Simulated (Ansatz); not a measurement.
# Geometry relaxation of NiSi (part 1 of 2)

System: NiSi (8 atoms in the cell).
Method: DFT, PBE, plane waves, PAW, no spin polarisation (Ansatz 0.2.0).

The structure derives from an entry of the Crystallography Open Database. Figures and captions count atoms from 1; the log counts them from 0 in places.

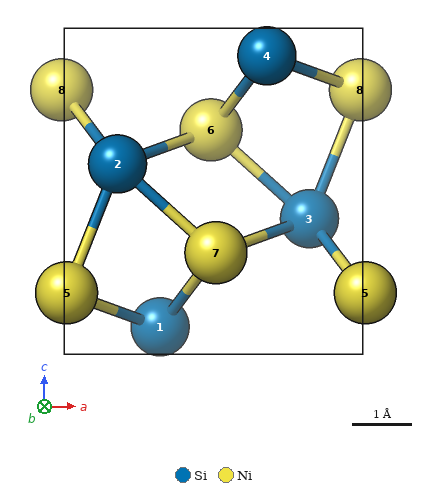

Fig. 1: The structure as given in the input (ball-and-stick view of the cell of the calculation, along the b axis; atoms are numbered from 1 in the order of the input).

Key numbers

```csv
quantity,value
outcome,converged
space group (tolerance 0.01 Å),Pnma (62)
electrons treated,88
free energy,−25906.1139 eV
Fermi energy,15.123 eV
gap on the k-point mesh,none (metallic)
pressure,5.42 GPa
final volume,94.84 Å³
largest force (length of the vector) at the end,0.005 eV/Å
final cell,"a = 5.104 Å, b = 3.350 Å, c = 5.547 Å, α = 90.00°, β = 90.00°, γ = 90.00°"
hardware,"2 threads of Intel Xeon (Sapphire Rapids), 64 GiB of memory available, shared host"
wall time,55 s (CPU time 1.8 min)
peak memory,0.77 GiB
```

Remarks

Settings chosen away from the usual ones: basis.ecutrho_ratio set to 4. The run has no spin polarisation, so a magnetic state may lie lower. The cell is under a pressure of 5.4 GPa at this level, so it is not at its equilibrium volume.

Input file
```yaml
crystal:
  lattice:
    - [5.1020213656, 0.0, 0.0]
    - [0.0, 3.341391803, 0.0]
    - [0.0, 0.0, 5.5629453088]
  atoms:
    - { symbol: Si, position: [0.3212470394, 0.75, 0.0840781295] }
    - { symbol: Si, position: [0.1787529606, 0.25, 0.5840781295] }
    - { symbol: Si, position: [0.8212470394, 0.75, 0.4159218705] }
    - { symbol: Si, position: [0.6787529606, 0.25, 0.9159218705] }
    - { symbol: Ni, position: [0.0082175806, 0.25, 0.1884869325] }
    - { symbol: Ni, position: [0.4917824194, 0.75, 0.6884869325] }
    - { symbol: Ni, position: [0.5082175806, 0.25, 0.3115130675] }
    - { symbol: Ni, position: [0.9917824194, 0.75, 0.8115130675] }
basis:
  ecutwfc: 420
  ecutrho_ratio: 4
kpoints:
  mp_grid: { grid: [8, 10, 6] }
hamiltonian:
  xc: pbe
scf:
  occupations: { method: gaussian, width: 0.1 }
output:
  forces: true
  eigenvalues: true
  stress: true
relax:
  adjacent_minimum: "off"
  f_tol: 0.01
  max_steps: 30
  cell: { stress_tol: 0.1, fix: [volume] }
```

Command:
```bash
ansatz run input.yaml --threads 2 --pin off --max-ram 5120MiB --backend cpu --events-out ev --progress --plain --runs-dir out
```

What the program printed
```
Engine: ansatz 0.2.0, x86_64-unknown-linux-gnu
Pseudopotentials: kind: paw
Pseudopotential: Si, paw, valence charge 4, recommended cutoff 420 eV (normal), Si.paw.azcp
Pseudopotential: Ni, paw, valence charge 18, recommended cutoff 420 eV (normal), Ni.paw.azcp
Functional definition: PBE
  parameter kappa = 0.804
  parameter beta = 0.06672455060314922
  exchange = pbe_x(kappa = kappa, mu = beta*pi^2/3)
  correlation = pbe_c(beta = beta)
Crystal: 8 atoms, lattice volume = 94.836 Å³
Basis set: ecut = 420 eV, 1865 PW (Γ), exchange–correlation on 72×48×80 points (8 copies of the dense FFT grid, shifted against one another)
Bands: 53, of which v1, the nominal top of the filled ones, is band 44 counted from 1 (43 counted from 0)
Symmetry: 8 space group operations
Space group: Pnma (ITA 62), of the structure as read, at distance tolerance 4.6e-5 Å
k-points: 120 of 480
Non-local potential: Si, projectors of the file, l = 0: 2, l = 1: 2, l = 2: 2
Non-local potential: Ni, projectors of the file, l = 0: 3, l = 1: 2, l = 2: 3, l = 3: 1
PAW form: soft (Blöchl's): semilocal exchange-correlation on the pseudo side does not see the compensation charge
PAW one-centre angular grid: Si, 110 points (default); XC on 64 Gauss nodes
PAW one-centre angular grid: Ni, 590 points (default); XC on 64 Gauss nodes
Initial density: superposition of atomic densities (neutral atoms: chi_scale 0, normalization atom), corrected by the library's trained network
Initial wavefunctions: pseudopotential atomic-orbital guess
Functional: x = pbe(κ = 0.804, μ = 0.2195149727645171), c = pbe(β = 0.06672455060314922)
SCF iter   1: F=—  HF=-25906.110801 eV  |F-HF|=—  |Δ(HF+E_count)|=         —  Δρ=3.70e-3  dr2=3.11e-3  ethr=1.77e-3  ⟨swp⟩=7.1  Hψ=24704  notcnv=0  defer=12
preconditioner: auto → Kerker (q_TF=auto, 2.694 Å⁻¹)  [metal: Δε(μ)=0.006 eV  Ē_g=7.205 eV  σ=0.100 eV  W_gap=0.03  n_scr=34 (ndim 8)  ℏωp=28.5 eV  f_vac=0.000  D(μ)=1.52/eV (n_scr^D=8)]
SCF iter   2: F=—  HF=-25906.110884 eV  |F-HF|=—  |Δ(HF+E_count)|=   8.35e-5  Δρ=2.07e-3  dr2=1.44e-3  ethr=3.53e-6  ⟨swp⟩=2.0  Hψ=12501  notcnv=0  defer=17
SCF iter   3: F=—  HF=-25906.110972 eV  |F-HF|=—  |Δ(HF+E_count)|=   8.74e-5  Δρ=7.01e-4  dr2=2.57e-4  ethr=1.64e-6  ⟨swp⟩=2.4  Hψ=8987  notcnv=0  defer=17
SCF iter   4: F=—  HF=-25906.110945 eV  |F-HF|=—  |Δ(HF+E_count)|=   2.64e-5  Δρ=1.84e-4  dr2=2.63e-5  ethr=2.92e-7  ⟨swp⟩=2.2  Hψ=9029  notcnv=0  defer=17
SCF iter   5: F=—  HF=-25906.110934 eV  |F-HF|=—  |Δ(HF+E_count)|=   1.10e-5  Δρ=6.98e-5  dr2=3.68e-6  ethr=2.99e-8  ⟨swp⟩=2.6  Hψ=9381  notcnv=0  defer=17
SCF iter   6: F=-25906.110934 eV  HF=-25906.110934 eV  |F-HF|=7.41e-9  |Δ(HF+E_count)|=   5.55e-7  Δρ=1.10e-5  dr2=8.49e-8  ethr=1.14e-10  ⟨swp⟩=8.6  Hψ=31554  notcnv=0
SCF 1 converged in 6 iterations: F = -25906.110934 eV  dr2 = 8.49e-8
  greatest PAW one-centre occupation: 1.000 electrons in one spin orbital (limit 2), on the Ni atom at site 7 (counted from 0), in its partial waves of l = 1
relax step   1: F+E_penalty+E_count = -25906.11093376 eV  Δ(F+E_penalty+E_count) = +0.000e0 eV  max|allowed force component| = 6.728e-2 eV/Å  Δτ_max = 0.0000 Å  P = +5.741 GPa  Ω = 94.836 Å³  fix = [volume]  reactions: volume +5.741 GPa  (6 SCF iters, dr2 threshold 1.00e-7 eV, accepted)
Basis set: ecut = 420 eV, 1873 PW (Γ), exchange–correlation on 72×48×80 points (8 copies of the dense FFT grid, shifted against one another)
Initial density: handed on by an earlier stage of this run
Initial wavefunctions: those handed on with the density
iter 1 solved again at ethr=5.74e-7 eV; its pass at ethr=3.10e-3 eV (dr2=5.05e-4 eV) is discarded
SCF iter   1: F=—  HF=-25906.113153 eV  |F-HF|=—  |Δ(HF+E_count)|=         —  Δρ=9.86e-4  dr2=4.64e-4  ethr=5.74e-7  ⟨swp⟩=2.0  Hψ=26810  notcnv=0
preconditioner: auto → Kerker (q_TF=auto, 2.694 Å⁻¹)  [metal: Δε(μ)=0.016 eV  Ē_g=7.201 eV  σ=0.100 eV  W_gap=0.09  n_scr=34 (ndim 8)  ℏωp=28.5 eV  f_vac=0.000  D(μ)=1.49/eV (n_scr^D=8)]
SCF iter   2: F=—  HF=-25906.113138 eV  |F-HF|=—  |Δ(HF+E_count)|=   1.41e-5  Δρ=5.01e-4  dr2=1.40e-4  ethr=5.28e-7  ⟨swp⟩=1.0  Hψ=6360  notcnv=0
SCF iter   3: F=—  HF=-25906.113108 eV  |F-HF|=—  |Δ(HF+E_count)|=   3.06e-5  Δρ=1.50e-4  dr2=1.88e-5  ethr=1.59e-7  ⟨swp⟩=2.2  Hψ=9500  notcnv=0
SCF iter   4: F=—  HF=-25906.113104 eV  |F-HF|=—  |Δ(HF+E_count)|=   3.99e-6  Δρ=4.37e-5  dr2=9.80e-7  ethr=2.13e-8  ⟨swp⟩=2.1  Hψ=8913  notcnv=0
iter 5 did not close the SCF: its close was put off for the readings that it lacked (scf_convergence_deferred on its scf_iter line)
SCF iter   5: F=-25906.113104 eV  HF=-25906.113104 eV  |F-HF|=1.11e-8  |Δ(HF+E_count)|=   1.44e-7  Δρ=6.41e-6  dr2=3.11e-8  ethr=1.11e-9  ⟨swp⟩=2.1  Hψ=9695  notcnv=0
SCF iter   6: F=-25906.113104 eV  HF=-25906.113104 eV  |F-HF|=2.56e-9  |Δ(HF+E_count)|=   1.77e-9  Δρ=2.34e-6  dr2=5.03e-9  ethr=3.53e-11  ⟨swp⟩=2.0  Hψ=19900  notcnv=0
SCF 2 converged in 6 iterations: F = -25906.113104 eV  dr2 = 5.03e-9
  greatest PAW one-centre occupation: 1.000 electrons in one spin orbital (limit 2), on the Ni atom at site 6 (counted from 0), in its partial waves of l = 1
relax step   2: F+E_penalty+E_count = -25906.11310366 eV  Δ(F+E_penalty+E_count) = -2.170e-3 eV  max|allowed force component| = 2.872e-2 eV/Å  Δτ_max = 0.0055 Å  P = +5.580 GPa  Ω = 94.836 Å³  fix = [volume]  reactions: volume +5.580 GPa  (6 SCF iters, dr2 threshold 2.83e-7 eV, accepted)
iter 1 solved again at ethr=5.48e-7 eV; its pass at ethr=3.10e-3 eV (dr2=4.82e-4 eV) is discarded
SCF iter   1: F=—  HF=-25906.113911 eV  |F-HF|=—  |Δ(HF+E_count)|=         —  Δρ=9.88e-4  dr2=4.41e-4  ethr=5.48e-7  ⟨swp⟩=2.0  Hψ=26878  notcnv=0
preconditioner: auto → Kerker (q_TF=auto, 2.694 Å⁻¹)  [metal: Δε(μ)=0.036 eV  Ē_g=7.195 eV  σ=0.100 eV  W_gap=0.20  n_scr=34 (ndim 8)  ℏωp=28.5 eV  f_vac=0.000  D(μ)=1.49/eV (n_scr^D=8)]
SCF iter   2: F=—  HF=-25906.113903 eV  |F-HF|=—  |Δ(HF+E_count)|=   8.49e-6  Δρ=4.93e-4  dr2=1.24e-4  ethr=5.01e-7  ⟨swp⟩=1.0  Hψ=6360  notcnv=0
SCF iter   3: F=—  HF=-25906.113895 eV  |F-HF|=—  |Δ(HF+E_count)|=   7.36e-6  Δρ=1.55e-4  dr2=1.95e-5  ethr=1.41e-7  ⟨swp⟩=2.4  Hψ=9825  notcnv=0
SCF iter   4: F=—  HF=-25906.113869 eV  |F-HF|=—  |Δ(HF+E_count)|=   2.58e-5  Δρ=4.22e-5  dr2=9.65e-7  ethr=2.22e-8  ⟨swp⟩=2.1  Hψ=8816  notcnv=0
iter 5 did not close the SCF: its close was put off for the readings that it lacked (scf_convergence_deferred on its scf_iter line)
SCF iter   5: F=-25906.113869 eV  HF=-25906.113869 eV  |F-HF|=1.87e-8  |Δ(HF+E_count)|=   1.58e-7  Δρ=6.67e-6  dr2=3.58e-8  ethr=1.10e-9  ⟨swp⟩=2.3  Hψ=10311  notcnv=0
SCF iter   6: F=-25906.113869 eV  HF=-25906.113869 eV  |F-HF|=2.01e-9  |Δ(HF+E_count)|=   1.10e-9  Δρ=2.33e-6  dr2=4.87e-9  ethr=4.07e-11  ⟨swp⟩=2.6  Hψ=23604  notcnv=0
SCF 3 converged in 6 iterations: F = -25906.113869 eV  dr2 = 4.87e-9
relax step   3: F+E_penalty+E_count = -25906.11386929 eV  Δ(F+E_penalty+E_count) = -7.656e-4 eV  max|allowed force component| = 4.642e-3 eV/Å  Δτ_max = 0.0054 Å  P = +5.416 GPa  Ω = 94.836 Å³  fix = [volume]  reactions: volume +5.416 GPa  (6 SCF iters, dr2 threshold 5.15e-8 eV, accepted)
Initial wavefunctions: pseudopotential atomic-orbital guess (no wavefunctions were taken with the density)
iter 1 solved again at ethr=5.63e-7 eV; its pass at ethr=3.10e-3 eV (dr2=4.95e-4 eV) is discarded
SCF iter   1: F=—  HF=-25906.113748 eV  |F-HF|=—  |Δ(HF+E_count)|=         —  Δρ=2.21e-4  dr2=9.61e-7  ethr=5.63e-7  ⟨swp⟩=3.0  Hψ=38670  notcnv=0
eigensolver tolerance schedule: the retry pair's looser diagonalisation over-reported the residual by 514.49 of it (diagonalisation noise at 0.10 of the residual, at the tolerance the schedule requests for it); recorded, not acted on — ethr = c·dr2/N_el stays at c = 1.0e-1
preconditioner: auto → Kerker (q_TF=auto, 2.694 Å⁻¹)  [metal: Δε(μ)=0.037 eV  Ē_g=7.194 eV  σ=0.100 eV  W_gap=0.21  n_scr=34 (ndim 8)  ℏωp=28.5 eV  f_vac=0.000  D(μ)=1.49/eV (n_scr^D=8)]
SCF iter   2: F=—  HF=-25906.113832 eV  |F-HF|=—  |Δ(HF+E_count)|=   8.40e-5  Δρ=1.12e-4  dr2=2.47e-7  ethr=1.09e-9  ⟨swp⟩=2.0  Hψ=11274  notcnv=0
SCF iter   3: F=—  HF=-25906.113866 eV  |F-HF|=—  |Δ(HF+E_count)|=   3.38e-5  Δρ=2.81e-6  dr2=3.37e-9  ethr=2.81e-10  ⟨swp⟩=1.0  Hψ=6360  notcnv=0
iter 4 did not close the SCF: its close was put off for the readings that it lacked (scf_convergence_deferred on its scf_iter line)
SCF iter   4: F=-25906.113866 eV  HF=-25906.113866 eV  |F-HF|=3.27e-11  |Δ(HF+E_count)|=   3.73e-9  Δρ=4.11e-7  dr2=1.56e-10  ethr=3.83e-12  ⟨swp⟩=2.0  Hψ=11207  notcnv=0
iter 5 did not close the SCF: its close was put off for the readings that it lacked (scf_convergence_deferred on its scf_iter line)
SCF iter   5: F=-25906.113866 eV  HF=-25906.113866 eV  |F-HF|=2.18e-11  |Δ(HF+E_count)|=  1.09e-11  Δρ=2.53e-7  dr2=6.81e-11  ethr=1.00e-12  ⟨swp⟩=1.0  Hψ=6360  notcnv=0
iter 6 did not close the SCF: its close was put off for the readings that it lacked (scf_convergence_deferred on its scf_iter line)
SCF iter   6: F=-25906.113866 eV  HF=-25906.113866 eV  |F-HF|=1.09e-11  |Δ(HF+E_count)|=  7.28e-12  Δρ=4.28e-8  dr2=7.42e-13  ethr=1.00e-12  ⟨swp⟩=1.0  Hψ=6360  notcnv=0
iter 7 did not close the SCF: its close was put off for the readings that it lacked (scf_convergence_deferred on its scf_iter line)
SCF iter   7: F=-25906.113866 eV  HF=-25906.113866 eV  |F-HF|=3.64e-12  |Δ(HF+E_count)|=  7.28e-12  Δρ=2.98e-8  dr2=6.06e-13  ethr=1.00e-12  ⟨swp⟩=1.0  Hψ=6360  notcnv=0
SCF iter   8: F=-25906.113866 eV  HF=-25906.113866 eV  |F-HF|=3.64e-12  |Δ(HF+E_count)|=  1.09e-11  Δρ=1.10e-8  dr2=9.92e-14  ethr=1.00e-12  ⟨swp⟩=1.5  Hψ=13544  notcnv=0
SCF 4 converged in 8 iterations: F = -25906.113866 eV  dr2 = 9.92e-14
relax step   4: F+E_penalty+E_count = -25906.11386551 eV  Δ(F+E_penalty+E_count) = +3.784e-6 eV  max|allowed force component| = 4.656e-3 eV/Å  Δτ_max = 0.0000 Å  P = +5.416 GPa  Ω = 94.836 Å³  fix = [volume]  reactions: volume +5.416 GPa  stress off target by 2.32e-2 GPa on what of the cell is left free  SCF on the basis re-selected at this cell (its energy is not comparable with the rows above)  (8 SCF iters)
```

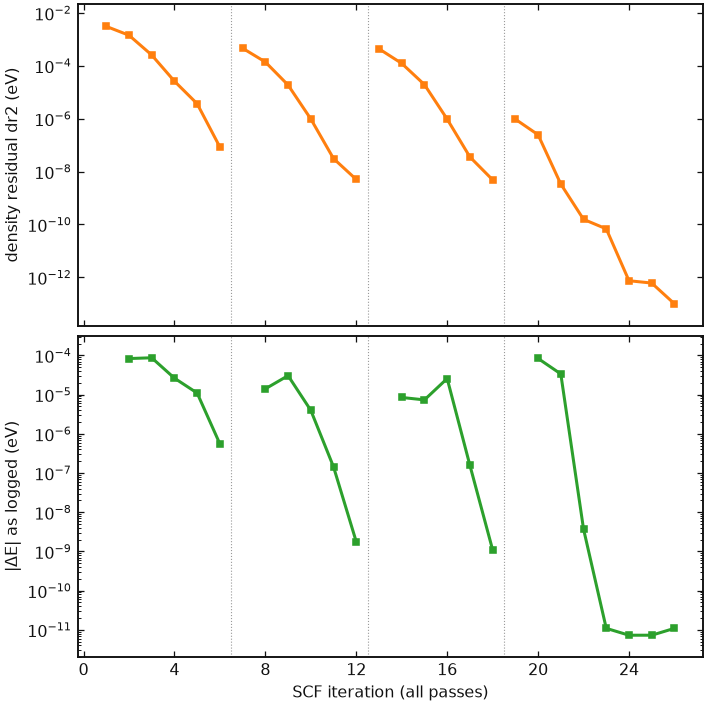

Fig. 2: Convergence of the self-consistent field: density residual dr2 and size of the energy change against the SCF iteration. The dotted lines part the SCF passes of the relaxation: geometry steps, rejected trials and re-solves on a re-selected basis. The passes take 6, 6, 6 and 8 iterations.
